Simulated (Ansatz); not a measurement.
HfO2

Input

```
crystal:
  lattice:
    - [3.6043047991, 0.0, 0.0]
    - [0.0, 3.6043047991, 0.0]
    - [0.0, 0.0, 5.2639673039]
  atoms:
    - { symbol: Hf, position: [0.5, 0.4924369097, 0.5] }
    - { symbol: Hf, position: [0.0, -0.0075630903, 0.0] }
    - { symbol: O, position: [0.0, 0.5832338042, 0.6932520932] }
    - { symbol: O, position: [0.5, 0.0832338042, 0.8067479068] }
    - { symbol: O, position: [0.5, 0.0011415227, 0.3067479068] }
    - { symbol: O, position: [0.0, 0.5011415227, 0.1932520932] }
basis:
  ecutwfc: 420
kpoints:
  mp_grid: { grid: [6, 6, 4] }
hamiltonian:
  xc: pbe
scf:
  occupations: { method: gaussian, width: 0.05 }
output:
  forces: true
  stress: true
  eigenvalues: true
  write_density: true
  write_potential: true
  elf: true
  volumetric_format: npy
```

Run with:

```sh
ansatz run input.yaml --threads 2 --pin off --max-ram 5120MiB --backend cpu --events-out ev --progress --plain --runs-dir out
```

Below, planes, directions and counts refer to the conventional cell (a = 3.60 Å, b = 5.26 Å, c = 3.60 Å, α = 90.00°, β = 90.00°, γ = 90.00°).

Space group Pmn2₁; a structure from a database of computed crystals, not necessarily the ambient phase; not relaxed (largest force 0.6 eV/Å).

Computed with Ansatz 0.2.0, DFT PBE, scalar-relativistic, plane waves, PAW.

In a PAW calculation such maps are meaningful between the atoms, not at the nuclei.

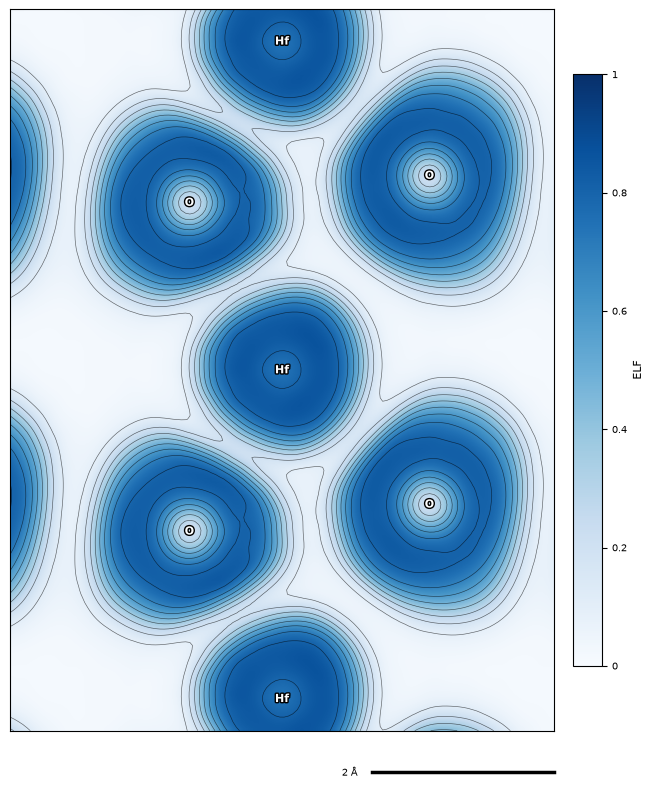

Figure 1. Electron localisation function on the (100) plane of the conventional cell.

What does the map show?

- The section cuts through Hf and O sites.
- Hf–O (2.04 Å): the ELF peaks at about 0.85 in the valence shell of O, 0.6 Å from its nucleus, and drops to about 0.20 between the two atoms: no localised pair shows between them.
- Hf–O (2.10 Å): the ELF peaks at about 0.85 in the valence shell of O, 0.6 Å from its nucleus, and drops to about 0.20 between the two atoms (no shared electron pair shows on this line).
- Hf–O (2.19 Å): the ELF peaks at about 0.85 in the valence shell of O, 0.6 Å from its nucleus, and drops to about 0.15 between the two atoms; no shared electron pair shows on this line.
- The features right at Hf lie inside the PAW spheres, where the map follows smoothed inner orbitals and isn't to be read closely.

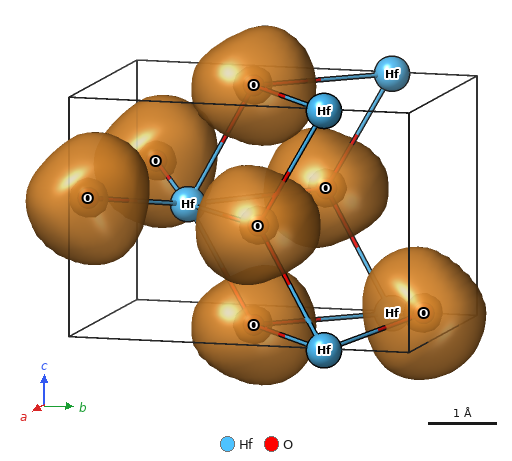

Figure 2. Isosurface of the ELF at 0.6 (orange), seen slightly off an axis. Only the valence region is drawn (cores and ρ < 0.01 e/Å³ removed). Sticks mark near contacts.

Where are the electrons localised?

The surface consists of four regions wrapped around O (the valence shell of each), counted in one cell of 6 atoms. Any copies at cell faces, edges or corners count once.

Does the calculation give a band gap?

It is gapped, with a Kohn–Sham gap of 4.4 eV on the k-point mesh, an upper bound to the gap of this method.
